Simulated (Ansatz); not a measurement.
# Quasi-harmonic thermodynamics of SiC (Moissanite, P6_3mc)

How much does SiC (Moissanite) expand with temperature?

Calculated with Ansatz 0.2.0; DFT LDA, scalar-relativistic, plane waves, PAW; PAW set soft_1.

### Step 1. The starting structure

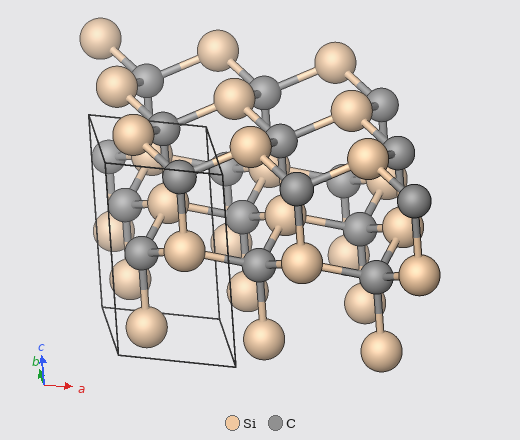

Start, viewed slightly off an axis; silicon light orange, carbon grey. 3×3×1 cells are drawn. Some periodic images of atoms are drawn too.

### Step 2. Probe on a coarse mesh

A cheap single point shows whether the cell is a metal or an insulator and how far it is from rest; that sets the k-mesh and the occupations of what follows.

Contents of input.yaml:

```yaml
crystal:
  lattice:
    - [3.076, 0.0, 0.0]
    - [-1.538, 2.663894142, 0.0]
    - [0.0, 0.0, 5.048]
  atoms:
    - { symbol: Si, position: [0.3333333333, 0.6666666667, 0.0] }
    - { symbol: Si, position: [0.6666666667, 0.3333333333, 0.5] }
    - { symbol: C, position: [0.3333333333, 0.6666666667, 0.385] }
    - { symbol: C, position: [0.6666666667, 0.3333333333, 0.885] }
kpoints:
  mp_grid: { grid: [6, 6, 4] }
hamiltonian:
  xc: lda
  pseudopotentials: { kind: paw, azcp: { folder: soft_1 }, xc_functional: pbe }
scf:
  occupations: { method: gaussian, width: 0.1 }
  lower_state_search: "off"
output:
  forces: true
  stress: true
  eigenvalues: true
```

On the command line:

```console
$ ansatz run input.yaml --threads 18 --pin off --max-ram 92160MiB --backend cuda --events-out ev --progress --plain --runs-dir out --max-vram 78GiB
```

Numbers of over 12 decimals in the logs are rounded to 6 here.

The program printed:

```text
Engine: ansatz 0.2.0, aarch64-unknown-linux-gnu
Pseudopotentials: kind: paw
Pseudopotential: Si, paw, valence charge 4, recommended cutoff 420 eV (normal), soft_1/Si.paw.azcp
Pseudopotential: C, paw, valence charge 4, recommended cutoff 420 eV (normal), soft_1/C.paw.azcp
Functional definition: SPW92
  exchange = slater_x
  correlation = pw_c
device memory: the entry about to start is reckoned to put 0.7 GiB on a device that reports 178.2 GiB free (of which the cap on the GPU budget leaves the run 78.0 GiB)
GPU FFT provider: cuFFT
GPU libraries: cuBLAS 13.8.1, cuFFT 12.4.0, cuSOLVER 12.3.2
GPU matrix products: emulated (plane waves: as basis.precision tells), large ones in fixed point in workspaces of 1.00 GiB
Crystal: 4 atoms, lattice volume = 41.364 Å³
Basis set: ecut = 420 eV, 785 PW (Γ)
Bands: 12, of which v1, the nominal top of the filled ones, is band 8 counted from 1 (7 counted from 0)
Symmetry: 12 space group operations
Space group: P63mc (ITA 186), of the structure as read, at distance tolerance 3.5e-5 Å
k-points: 21 of 144 (time reversal used)
Non-local potential: Si, projectors of the file, l = 0: 2, l = 1: 2, l = 2: 1
Non-local potential: C, projectors of the file, l = 0: 2, l = 1: 2, l = 2: 1
PAW form: soft (Blöchl's): semilocal exchange-correlation on the pseudo side does not see the compensation charge
PAW frozen core: Si, regenerated for the run's functional, and the local potential with it (the file was generated under x = pbe(κ = 0.804, μ = 0.219515), c = pbe(β = 0.066725))
PAW frozen core: C, regenerated for the run's functional, and the local potential with it (the file was generated under x = pbe(κ = 0.804, μ = 0.219515), c = pbe(β = 0.066725))
PAW one-centre angular grid: Si, 110 points (default); XC on 64 Gauss nodes
PAW one-centre angular grid: C, 110 points (default); XC on 64 Gauss nodes
Initial density: superposition of atomic densities (chi_scale 0.1, normalization cell, long waves kept (reshape's long-wave potential 0.00 eV rms))
Initial wavefunctions: pseudopotential atomic-orbital guess
GPU buffer pool allocated for 20736 grid points (all kernels)
GPU transforms: local potential and band sums: pruned to the plane-wave sphere, on 24×24×36
Functional: x = slater, c = lda
SCF iter   1: F=—  HF=-1707.464326 eV  |F-HF|=—  |Δ(HF+E_count)|=         —  Δρ=1.38e-1  dr2=9.61e0  ethr=3.10e-3  ⟨swp⟩=5.3  Hψ=1699  notcnv=0
preconditioner: auto → none  [insulator: Δε(μ)=4.371 eV  Ē_g=12.717 eV  σ=0.100 eV  W_gap=1.00  n_scr=2 (ndim 8)  ℏωp=23.1 eV  f_vac=0.000  D(μ)=0.00/eV (n_scr^D=0)  ε∞_Penn≈4.3]
SCF iter   2: F=—  HF=-1704.560901 eV  |F-HF|=—  |Δ(HF+E_count)|=    2.90e0  Δρ=5.00e-2  dr2=6.74e-1  ethr=3.10e-3  ⟨swp⟩=3.9  Hψ=819  notcnv=0
SCF iter   3: F=—  HF=-1704.362564 eV  |F-HF|=—  |Δ(HF+E_count)|=   1.98e-1  Δρ=1.87e-2  dr2=7.58e-2  ethr=3.10e-3  ⟨swp⟩=2.9  Hψ=648  notcnv=0
SCF iter   4: F=—  HF=-1704.345667 eV  |F-HF|=—  |Δ(HF+E_count)|=   1.69e-2  Δρ=1.34e-3  dr2=4.61e-4  ethr=4.74e-4  ⟨swp⟩=1.8  Hψ=286  notcnv=0
SCF iter   5: F=—  HF=-1704.345746 eV  |F-HF|=—  |Δ(HF+E_count)|=   7.91e-5  Δρ=1.56e-4  dr2=3.18e-6  ethr=2.88e-6  ⟨swp⟩=2.2  Hψ=409  notcnv=0
SCF iter   6: F=—  HF=-1704.345704 eV  |F-HF|=—  |Δ(HF+E_count)|=   4.25e-5  Δρ=2.42e-5  dr2=1.73e-7  ethr=6.25e-10  ⟨swp⟩=7.5  Hψ=1851  notcnv=0
SCF iter   7: F=-1704.345704 eV  HF=-1704.345704 eV  |F-HF|=8.66e-10  |Δ(HF+E_count)|=   3.88e-8  Δρ=3.19e-6  dr2=2.32e-9  ethr=6.25e-10  ⟨swp⟩=4.7  Hψ=864  notcnv=0
SCF 1 converged in 7 iterations: F = -1704.345704 eV  dr2 = 2.32e-9
  greatest PAW one-centre occupation: 0.640 electrons in one spin orbital (limit 2), on the C atom at site 3 (counted from 0), in its partial waves of l = 0
SCF converged after 7 iterations
Free energy (F): -1704.345704 eV
Harris-Foulkes:  -1704.345704 eV  (|F-HF|=8.66e-10)
Internal energy: -1704.345704 eV  (E = F + TS)
E sigma→0 (E₀):  -1704.345704 eV
Fermi energy:    10.650113 eV
--- Per-component energies (eV) ---
  E_band       = 54.182644
  E_kinetic    = 266.864895
  E_local      = -196.480820  (includes V_loc(G=0)·N_el)
  E_nonlocal   = 94.308802
  E_hartree    = 64.170641
  E_xc         = -209.812236
  E_vxc        = -217.486038  (∫ρ·V_xc dr)
  E_paw        = -1155.120524  (= ΣΔE_a)
  E_vpaw       = -21.365168  (= ΣTr[D̂ρ^β])
  E_aug_tail   = 0.000096  (compensation charges beyond the density's cutoff)
  E_ewald      = -568.570884
  E_core_change = 0.294327  (= ΣΔE_core)
  E_smearing   = -0.000000  (= −TS)
  E_closure    = -0.000000  (closes the sum)
  Σ components = -1704.345704   (vs F -1704.345704, Δ=0.00e0)
--- Forces (eV/Å), atoms counted from 1 ---
  atom   1  Si    -0.00000000    -0.00000000     0.72558342
  atom   2  Si     0.00000000     0.00000000     0.72558342
  atom   3  C     -0.00000000    -0.00000000    -0.72560664
  atom   4  C      0.00000000     0.00000000    -0.72560664
  max |Σ_I F_I| component: 4.64e-5 eV/Å
--- Stress (GPa, compression-positive) ---
       -2.514442      -0.000000       0.000000
        0.000000      -2.514442       0.000000
        0.000000       0.000000      -6.900888
  P = ⅓ Tr σ = -3.9766 GPa (-39.766 kbar)
--- Band table (eV; the first three rows and the last of 21) ---
  k-point 0: bands = [... 4 lower, 7.9932, 9.2738, 9.2738, 9.5468, 14.1221, 15.5609, 15.9471, 15.9471]
  k-point 1: bands = [... 4 lower, 8.1573, 8.1573, 9.0594, 9.0594, 14.3969, 16.0699, 16.0699, 16.3040]
  k-point 2: bands = [... 4 lower, 8.5833, 8.5833, 8.5833, 8.5833, 15.1871, 15.1871, 16.6185, 16.6185]
  k-point 20: bands = [... 4 lower, 3.6579, 3.6579, 7.7922, 7.7922, 14.3057, 14.3057, 15.4005, 15.4005]
```

It took 0.73 s on 1 × NVIDIA GB200 with 18 threads of Arm Neoverse V2, shared host; peak memory 0.97 GiB.

A gap read on the k-mesh alone can miss the band edges.

Numbers from this step:

```yaml
pressure: -3.977 GPa
gap_on_the_k_mesh: 2.210 eV
volume_per_atom: 10.34 Å³/atom
```

Force by atom:

```
atom  x (eV/Å)  y (eV/Å)  z (eV/Å)   size
 Si1     0.000     0.000     0.726  0.726
 Si2     0.000     0.000     0.726  0.726
  C3     0.000     0.000    -0.726  0.726
  C4     0.000     0.000    -0.726  0.726
```

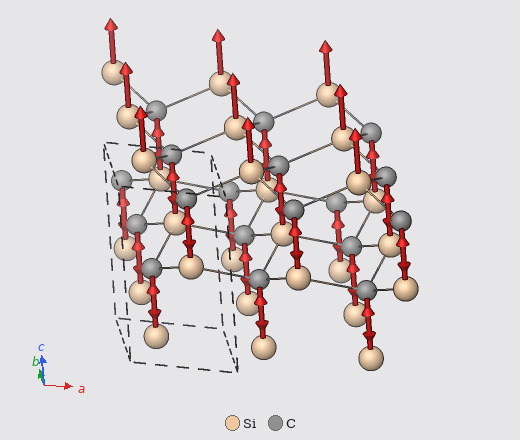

Force as arrows, the longest 0.726 eV/Å. 3×3×1 cells are drawn. Some periodic images of atoms are drawn too.

The start is under -4.0 GPa at this level and looks like an insulator or semiconductor on this mesh.

### Step 3. A loose first relaxation

The start is far from rest, so a relaxation with loose thresholds first brings it near the minimum.

Changes to input.yaml since step 2:

```diff
@@ -11,3 +11,3 @@
 kpoints:
-  mp_grid: { grid: [6, 6, 4] }
+  mp_grid: { grid: [9, 9, 4] }
 hamiltonian:
@@ -22 +22,6 @@
   eigenvalues: true
+relax:
+  adjacent_minimum: "off"
+  f_tol: 0.05
+  max_steps: 80
+  cell: { stress_tol: 0.5 }
```

The program printed:

```text
[...]
Crystal: 4 atoms, lattice volume = 41.364 Å³
Basis set: ecut = 420 eV, 785 PW (Γ)
Bands: 12, of which v1, the nominal top of the filled ones, is band 8 counted from 1 (7 counted from 0)
Symmetry: 12 space group operations
[...]
k-points: 36 of 324 (time reversal used)
[...]
SCF iter   1: F=—  HF=-1707.467502 eV  |F-HF|=—  |Δ(HF+E_count)|=         —  Δρ=1.38e-1  dr2=9.59e0  ethr=3.10e-3  ⟨swp⟩=5.3  Hψ=2934  notcnv=0
[...]
SCF iter   2: F=—  HF=-1704.571584 eV  |F-HF|=—  |Δ(HF+E_count)|=    2.90e0  Δρ=5.01e-2  dr2=6.78e-1  ethr=3.10e-3  ⟨swp⟩=4.1  Hψ=1412  notcnv=0
[...]
SCF iter   7: F=-1704.356026 eV  HF=-1704.356026 eV  |F-HF|=2.24e-9  |Δ(HF+E_count)|=   4.75e-8  Δρ=4.22e-6  dr2=4.69e-9  ethr=6.25e-10  ⟨swp⟩=4.8  Hψ=1508  notcnv=0
SCF 1 converged in 7 iterations: F = -1704.356026 eV  dr2 = 4.69e-9
[...]
relax step   1: F+E_penalty+E_count = -1704.35602613 eV  Δ(F+E_penalty+E_count) = +0.000e0 eV  max|allowed force component| = 7.317e-1 eV/Å  Δτ_max = 0.0000 Å  P = -3.975 GPa  Ω = 41.364 Å³  (7 SCF iters, dr2 threshold 1.00e-7 eV, accepted)
[...]
Crystal: 4 atoms, lattice volume = 40.950 Å³
[...]
iter 1 solved again at ethr=3.03e-5 eV; its pass at ethr=3.10e-3 eV (dr2=4.86e-3 eV) is discarded
[...]
SCF iter   2: F=—  HF=-1704.385433 eV  |F-HF|=—  |Δ(HF+E_count)|=   1.56e-3  Δρ=1.01e-3  dr2=3.12e-4  ethr=2.91e-5  ⟨swp⟩=2.0  Hψ=669  notcnv=0
[...]
SCF iter   5: F=-1704.385287 eV  HF=-1704.385287 eV  |F-HF|=8.75e-10  |Δ(HF+E_count)|=   2.03e-8  Δρ=6.50e-6  dr2=6.20e-9  ethr=2.50e-9  ⟨swp⟩=5.9  Hψ=2576  notcnv=0
SCF 2 converged in 5 iterations: F = -1704.385287 eV  dr2 = 6.20e-9
[...]
relax step   2: F+E_penalty+E_count = -1704.38528678 eV  Δ(F+E_penalty+E_count) = -2.926e-2 eV  max|allowed force component| = 4.338e-1 eV/Å  Δτ_max = 0.0124 Å  P = -1.823 GPa  Ω = 40.950 Å³  energy of the carried Pulay correction = +5.220e-4 eV  (5 SCF iters, dr2 threshold 4.00e-7 eV, accepted)
[...]
Crystal: 4 atoms, lattice volume = 40.378 Å³
[...]
SCF iter   5: F=-1704.398112 eV  HF=-1704.398112 eV  |F-HF|=1.83e-9  |Δ(HF+E_count)|=   1.08e-6  Δρ=9.99e-6  dr2=1.76e-8  ethr=2.50e-9  ⟨swp⟩=7.0  Hψ=2554  notcnv=0
SCF 3 converged in 5 iterations: F = -1704.398112 eV  dr2 = 1.76e-8
[...]
relax step   3: F+E_penalty+E_count = -1704.39811219 eV  Δ(F+E_penalty+E_count) = -1.283e-2 eV  max|allowed force component| = 1.657e-1 eV/Å  Δτ_max = 0.0129 Å  P = +1.217 GPa  Ω = 40.378 Å³  energy of the carried Pulay correction = +1.252e-3 eV  (5 SCF iters, dr2 threshold 4.00e-7 eV, accepted)
[...]
relax step   4: F+E_penalty+E_count = -1704.40243679 eV  Δ(F+E_penalty+E_count) = -4.325e-3 eV  max|allowed force component| = 1.865e-3 eV/Å  Δτ_max = 0.0023 Å  P = +0.041 GPa  Ω = 40.580 Å³  energy of the carried Pulay correction = +9.928e-4 eV  (4 SCF iters, dr2 threshold 4.00e-7 eV, accepted)
[...]
SCF iter   1: F=—  HF=-1704.401565 eV  |F-HF|=—  |Δ(HF+E_count)|=         —  Δρ=7.14e-5  dr2=4.69e-7  ethr=5.06e-8  ⟨swp⟩=3.8  Hψ=4536  notcnv=0
[...]
SCF iter   2: F=—  HF=-1704.401505 eV  |F-HF|=—  |Δ(HF+E_count)|=   5.92e-5  Δρ=3.54e-5  dr2=1.04e-7  ethr=2.93e-9  ⟨swp⟩=1.7  Hψ=520  notcnv=0
[...]
SCF iter   4: F=-1704.401505 eV  HF=-1704.401505 eV  |F-HF|=4.27e-11  |Δ(HF+E_count)|=   2.79e-9  Δρ=8.94e-7  dr2=1.49e-10  ethr=2.50e-11  ⟨swp⟩=5.6  Hψ=2240  notcnv=0
SCF 5 converged in 4 iterations: F = -1704.401505 eV  dr2 = 1.49e-10
relax step   5: F+E_penalty+E_count = -1704.40150542 eV  Δ(F+E_penalty+E_count) = +9.314e-4 eV  max|allowed force component| = 1.776e-3 eV/Å  Δτ_max = 0.0000 Å  P = +0.003 GPa  Ω = 40.580 Å³  stress off target by 6.80e-2 GPa  SCF on the basis re-selected at this cell (its energy is not comparable with the rows above)  (4 SCF iters)
basis re-selected at this cell: Δ(F+E_penalty+E_count) = +9.314e-4 eV, ΔP = -0.038 GPa vs the last step (what re-selecting the basis moved, of the pressure what is left beyond the Pulay correction that the steps carried, after the strain that the cell walked since its last selection, with what the two solves' SCF thresholds leave and, on support functions, any second-order correction that the steps lacked; it is no m [...]
SCF converged after 4 iterations
Free energy (F): -1704.401505 eV
[...]
Internal energy: -1704.401505 eV  (E = F + TS)
E sigma→0 (E₀):  -1704.401505 eV
Fermi energy:    10.706474 eV
[...]
--- Forces (eV/Å), atoms counted from 1 ---
  atom   1  Si    -0.00000000    -0.00000000     0.00177726
  atom   2  Si     0.00000000     0.00000000     0.00177726
  atom   3  C      0.00000000    -0.00000000    -0.00177387
  atom   4  C      0.00000000     0.00000000    -0.00177387
  max |Σ_I F_I| component: 6.78e-6 eV/Å
--- Stress (GPa, compression-positive) ---
       -0.030006      -0.000000       0.000000
       -0.000000      -0.030006      -0.000000
        0.000000      -0.000000       0.067952
  P = ⅓ Tr σ = 0.0026 GPa (0.026 kbar)
--- Band table (eV; the first three rows and the last of 36) ---
  k-point 0: bands = [... 4 lower, 8.3115, 9.5295, 9.6392, 9.6392, 14.5522, 16.0441, 16.3117, 16.3117]
  k-point 1: bands = [... 4 lower, 8.4810, 8.4810, 9.4162, 9.4162, 14.8296, 16.4297, 16.4297, 16.7451]
  k-point 2: bands = [... 4 lower, 8.9220, 8.9220, 8.9220, 8.9220, 15.6265, 15.6265, 16.9933, 16.9933]
  k-point 35: bands = [... 4 lower, 3.8723, 3.8723, 7.8901, 7.8901, 14.7540, 14.7540, 15.5863, 15.5863]
--- Relaxed structure (4 steps of the walk, 4 accepted, 1 SCFs on fresh bases) ---
  F+E_penalty+E_count = -1704.40150542 eV   max|allowed force component| = 1.776e-3 eV/Å   (the final SCF, on the basis selected at the relaxed cell)
  cell:  # Å, volume = 40.5798 Å³
    - [3.056687, 0.0, 0]
    - [-1.528344, 2.647169, 0]
    - [0, 0, 5.015070]
  atoms:
    - { symbol: Si, position: [0.333333, 0.666667, 0.00456291] }
    - { symbol: Si, position: [0.666667, 0.333333, 0.504563] }
    - { symbol: C, position: [0.333333, 0.666667, 0.380437] }
    - { symbol: C, position: [0.666667, 0.333333, 0.880437] }
```

The job ended after 2.1 s (1 × NVIDIA GB200 with 18 threads; peak memory 0.99 GiB).

The steps of the relaxation:

```
step  energy less that of the first step (eV)  largest force component (eV/Å)  pressure (GPa)  volume (Å³)
   1                                   0.0000                          0.7317           -3.97        41.36
   2                                  -0.0293                          0.4338           -1.82        40.95
   3                                  -0.0421                          0.1657            1.22        40.38
   4                                  -0.0464                          0.0019            0.04        40.58
  5*                                  -0.0455                          0.0018            0.00        40.58
```

Relaxation steps marked * repeat the geometry before them on a plane-wave basis chosen anew for their cell, so energy and pressure can jump there.

Forces are held to the 12 operations that the run works with; a distortion that breaks them can't arise in this run.

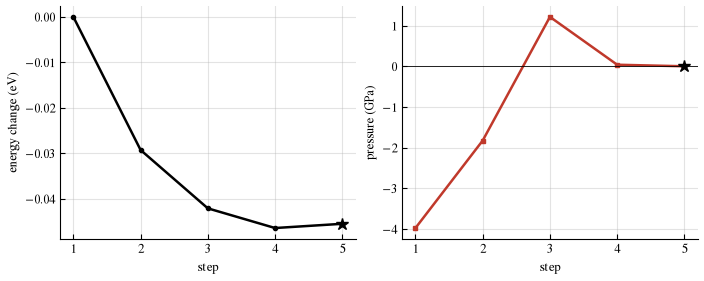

Energy and pressure along the relaxation. Stars mark steps on a basis chosen anew.

```
conventional cell, symmetrised  before  after  change
                         a (Å)   3.076  3.057  -0.6 %
                         b (Å)   3.076  3.057  -0.6 %
                         c (Å)   5.048  5.015  -0.7 %
              volume (Å³/atom)   10.34  10.14  -1.9 %
```

The atoms that moved most (Å, as changes of fractional coordinates times the final cell):

```
atom     dx     dy      dz  length
 Si2  0.000  0.000   0.023   0.023
  C3  0.000  0.000  -0.023   0.023
  C4  0.000  0.000  -0.023   0.023
 Si1  0.000  0.000   0.023   0.023
```

The relaxed structure:

```xyz
4
Lattice="3.0567 0.0000 0.0000 -1.5283 2.6472 0.0000 0.0000 0.0000 5.0151" Properties=species:S:1:pos:R:3 pbc="T T T"
Si    0.0000    1.7648    0.0229
Si    1.5283    0.8824    2.5304
C     0.0000    1.7648    1.9079
C     1.5283    0.8824    4.4155
```

This step gave:

```yaml
pressure: 0.002647 GPa
gap_on_the_k_mesh: 2.135 eV
volume_per_atom: 10.14 Å³/atom
```

The relaxation ends with a largest force component of 0.0018 eV/Å and a pressure of 0.00 GPa.

### Step 4. Relaxation

Phonons are second derivatives about a minimum, so cell and atoms are relaxed first, inside the symmetry of the start.

Contents of input.yaml:

```yaml
crystal:
  lattice:
    - [3.0566873021, 0.0, 0.0]
    - [-1.528343651, 2.647168855, 0.0]
    - [0.0, 0.0, 5.0150696363]
  atoms:
    - { symbol: Si, position: [0.3333333333, 0.6666666667, 0.0045629124] }
    - { symbol: Si, position: [0.6666666667, 0.3333333333, 0.5045629124] }
    - { symbol: C, position: [0.3333333333, 0.6666666667, 0.3804370876] }
    - { symbol: C, position: [0.6666666667, 0.3333333333, 0.8804370876] }
kpoints:
  mp_grid: { grid: [12, 12, 6] }
hamiltonian:
  xc: lda
  pseudopotentials: { kind: paw, azcp: { folder: soft_1 }, xc_functional: pbe }
scf:
  occupations: { method: gaussian, width: 0.02 }
  lower_state_search: "off"
output:
  forces: true
  stress: true
  eigenvalues: true
relax:
  adjacent_minimum: "off"
  f_tol: 0.005
  max_steps: 80
  cell: { stress_tol: 0.05 }
```

The program printed:

```text
[...]
GPU FFT provider: cuFFT
GPU libraries: cuBLAS 13.8.1, cuFFT 12.4.0, cuSOLVER 12.3.2
[...]
Crystal: 4 atoms, lattice volume = 40.580 Å³
Basis set: ecut = 420 eV, 785 PW (Γ)
Bands: 12, of which v1, the nominal top of the filled ones, is band 8 counted from 1 (7 counted from 0)
Symmetry: 12 space group operations
[...]
--- Relaxed structure (2 steps of the walk, 2 accepted, 1 SCFs on fresh bases) ---
[...]
cell:  # Å, volume = 40.5800 Å³
    - [3.056310, -2.886391422128085e-11, 0]
    - [-1.528155, 2.646842, 0]
    - [0, 0.0, 5.016334]
  atoms:
    - { symbol: Si, position: [0.333333, 0.666667, 0.00460279] }
    - { symbol: Si, position: [0.666667, 0.333333, 0.504603] }
    - { symbol: C, position: [0.333333, 0.666667, 0.380397] }
    - { symbol: C, position: [0.666667, 0.333333, 0.880397] }
[key lines of the parts left out:]
SCF converged after 4 iterations
Free energy (F): -1704.401406 eV
Fermi energy:    10.705801 eV
P = ⅓ Tr σ = 0.0022 GPa (0.022 kbar)
```

Wall time 1.9 s (1 × NVIDIA GB200 with 18 threads); peak memory 1 GiB.

Little changed from the start: no atom moved by 0.005 Å and no cell edge by 0.1 %.

This step gave:

```yaml
pressure: 0.002153 GPa
gap_on_the_k_mesh: 2.130 eV
```

### Step 5. Relaxing to small residual forces and stress

The relaxation is repeated with tighter thresholds on force and stress, since phonons are sensitive to what is left; a change of mesh or smearing in the input moves the cell too.

input.yaml, the sections that differ from step 4:

```yaml
crystal:
  lattice:
    - [3.0563096963, 0.0, 0.0]
    - [-1.5281548481, 2.6468418388, 0.0]
    - [0.0, 0.0, 5.016333559]
  atoms:
    - { symbol: Si, position: [0.3333333333, 0.6666666667, 0.0046027949] }
    - { symbol: Si, position: [0.6666666667, 0.3333333333, 0.5046027949] }
    - { symbol: C, position: [0.3333333333, 0.6666666667, 0.3803972051] }
    - { symbol: C, position: [0.6666666667, 0.3333333333, 0.8803972051] }
scf:
  occupations: { method: fixed }
  lower_state_search: "off"
relax:
  adjacent_minimum: "off"
  f_tol: 0.001
  max_steps: 60
  cell: { stress_tol: 0.01 }
# kpoints, hamiltonian, output: as in step 4
```

The program printed:

```text
[...]
GPU FFT provider: cuFFT
GPU libraries: cuBLAS 13.8.1, cuFFT 12.4.0, cuSOLVER 12.3.2
[...]
Crystal: 4 atoms, lattice volume = 40.580 Å³
Basis set: ecut = 420 eV, 785 PW (Γ)
Bands: 12, of which v1, the nominal top of the filled ones, is band 8 counted from 1 (7 counted from 0)
Symmetry: 12 space group operations
[...]
--- Relaxed structure (2 steps of the walk, 2 accepted, 1 SCFs on fresh bases) ---
[...]
cell:  # Å, volume = 40.5802 Å³
    - [3.056433, -2.8868690329895987e-11, 0]
    - [-1.528217, 2.646949, 0]
    - [0.0, 0, 5.015950]
  atoms:
    - { symbol: Si, position: [0.333333, 0.666667, 0.00459213] }
    - { symbol: Si, position: [0.666667, 0.333333, 0.504592] }
    - { symbol: C, position: [0.333333, 0.666667, 0.380408] }
    - { symbol: C, position: [0.666667, 0.333333, 0.880408] }
[key lines of the parts left out:]
SCF converged after 4 iterations
Free energy (F): -1704.401407 eV
Fermi energy:    9.640136 eV
P = ⅓ Tr σ = 0.0009 GPa (0.009 kbar)
```

Wall time 1.7 s (1 × NVIDIA GB200 with 18 threads); peak memory 0.95 GiB.

Little changed from the start: no atom moved by 0.005 Å and no cell edge by 0.1 %.

Numbers from this step:

```yaml
pressure: 9.03e-4 GPa
gap_on_the_k_mesh: 2.132 eV
volume_per_atom: 10.15 Å³/atom
```

The residual pressure is 9.0e-4 GPa, small enough for phonons.

(Continued in part 2 of 2.)

[Logs are printed without paths, hosts, clocks, repeated set-up lines and the standing remarks that a program may print on its own settings, such as how far it seeks lower states.]

[Hosts, paths, dates, database ids (printed as entryN), source tags and the programs' standing remarks are cut or masked in the printed files.]

[A step with changed settings may run another functional than the one named; its input shows which.]
